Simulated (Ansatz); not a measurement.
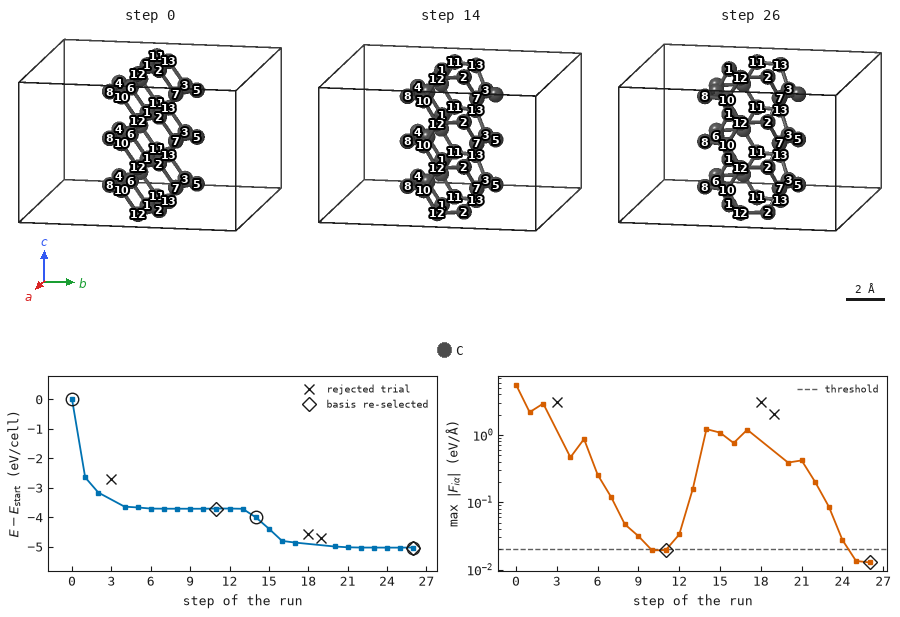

Frames of a relaxation of a wire of composition C, marked on the history of the run. The picture is a ball-and-stick view of the 3 repeat of the cell, with the vacuum cut short, seen slightly off an axis.

Case: wire along [1 1 0], 13 atoms a period.

The calculation used DFT PBE, scalar-relativistic, plane waves, PAW in Ansatz 0.2.0.

The input:
```yaml
crystal:
  lattice:
    - [14.1, 0.0, 0.0]
    - [0.0, 13.8, 0.0]
    - [0.0, 0.0, 2.5254132908]
  atoms:
    - { symbol: C, position: [0.5, 0.4676496945, 0.0], spin: 0.3 }
    - { symbol: C, position: [0.5895536628, 0.5323503055, 0.0], spin: 0.3 }
    - { symbol: C, position: [0.4104463372, 0.5970509165, 0.5], spin: 0.3 }
    - { symbol: C, position: [0.4104463372, 0.3382484725, 0.5], spin: 0.3 }
    - { symbol: C, position: [0.5, 0.6617515275, 0.5], spin: 0.3 }
    - { symbol: C, position: [0.5, 0.4029490835, 0.5], spin: 0.3 }
    - { symbol: C, position: [0.5895536628, 0.5970509165, 0.5], spin: 0.3 }
    - { symbol: C, position: [0.5895536628, 0.3382484725, 0.5], spin: 0.3 }
    - { symbol: C, position: [0.3208926744, 0.4029490835, 0.5], spin: 0.3 }
    - { symbol: C, position: [0.6791073256, 0.4029490835, 0.5], spin: 0.3 }
    - { symbol: C, position: [0.3208926744, 0.4676496945, 0.0], spin: 0.3 }
    - { symbol: C, position: [0.6791073256, 0.4676496945, 0.0], spin: 0.3 }
    - { symbol: C, position: [0.4104463372, 0.5323503055, 0.0], spin: 0.3 }
basis:
  ecutwfc: 420
kpoints:
  mp_grid: { grid: [1, 1, 13] }
hamiltonian:
  xc: pbe
scf:
  occupations: { method: gaussian, width: 0.05 }
  lower_state_search: "off"
output:
  forces: true
  stress: true
  eigenvalues: true
  populations: true
  write_density: true
  write_potential: true
  elf: true
  volumetric_format: npy
magnetization:
  spin_polarized: true
relax:
  adjacent_minimum: "off"
  f_tol: 0.02
  max_steps: 45
  cell: { fix: [a, b, alpha, beta, gamma], stress_tol: 0.03 }
```

Run as
```bash
ansatz run input.yaml --threads 4 --pin off --max-ram 11264MiB --backend cpu --events-out ev --progress --plain --runs-dir out
```

Q: What happens along the run?

A: The atom that moves furthest relative to the layer's centre is C1 (0.99 Å). Along the periodic axis the drawn cell goes c 7.576 → 7.319 Å (−3.4 %). Some distances before and after: C1–C13 1.546 → 2.983 Å, C1–C6 1.546 → 1.400 Å, C2–C7 1.546 → 1.423 Å, C10–C12 1.546 → 1.426 Å. Bonds break: C1–C13 (1.55 → 2.98 Å), C1–C2 (1.55 → 2.98 Å). Among the angles between lasting bonds that change: C4–C6–C8 109.5° → 157.4°, C1–C6–C4 109.5° → 95.5°, C1–C6–C1 109.5° → 121.2°. The energy falls by 5.023 eV per cell of the calculation in 21 accepted moves (26 points after the start). Largest force component: 5.6 eV/Å at the start, 0.013 eV/Å at the end. The line search rejected the trial steps at points 3, 18, 19 of the run. At 2 points the geometry stayed and the basis and grid were re-selected for the new cell (energy shift of 7.7 meV per cell of the calculation at most each time). The program noted that the starting moments weren't kept. From step 0 to 14: C atoms move most (0.50 Å), energy −3.998 eV per cell of the calculation. From step 14 to 26: C1 moves most (0.70 Å), energy −1.025 eV per cell of the calculation.

| step | E − E(0), meV/atom | largest force component, eV/Å | note |
| --- | --- | --- | --- |
| 0 | 0.00 | 5.5885 |  |
| 1 | -203.30 | 2.1788 |  |
| 2 | -242.93 | 2.9258 |  |
| 3 | -208.86 | 3.0877 | rejected |
| 4 | -279.76 | 0.4653 |  |
| 5 | -281.83 | 0.8708 |  |
| 6 | -284.77 | 0.2571 |  |
| 7 | -285.09 | 0.1189 |  |
| 8 | -285.14 | 0.0471 |  |
| 9 | -285.18 | 0.0314 |  |
| 10 | -285.21 | 0.0193 |  |
| 11 | -284.61 | 0.0194 | same geometry, new basis |
| 12 | -284.67 | 0.0333 |  |
| 13 | -285.30 | 0.1592 |  |
| 14 | -307.50 | 1.2207 |  |
| 15 | -337.26 | 1.0832 |  |
| 16 | -369.09 | 0.7591 |  |
| 17 | -373.54 | 1.1965 |  |
| 18 | -350.52 | 3.0506 | rejected |
| 19 | -360.77 | 2.0395 | rejected |
| 20 | -383.72 | 0.3889 |  |
| 21 | -385.74 | 0.4187 |  |
| 22 | -386.49 | 0.1993 |  |
| 23 | -386.49 | 0.0860 |  |
| 24 | -386.65 | 0.0275 |  |
| 25 | -386.66 | 0.0134 |  |
| 26 | -386.38 | 0.0128 | same geometry, new basis |

Limits of the set-up: the k-point mesh is coarse for a cell with partly filled bands.
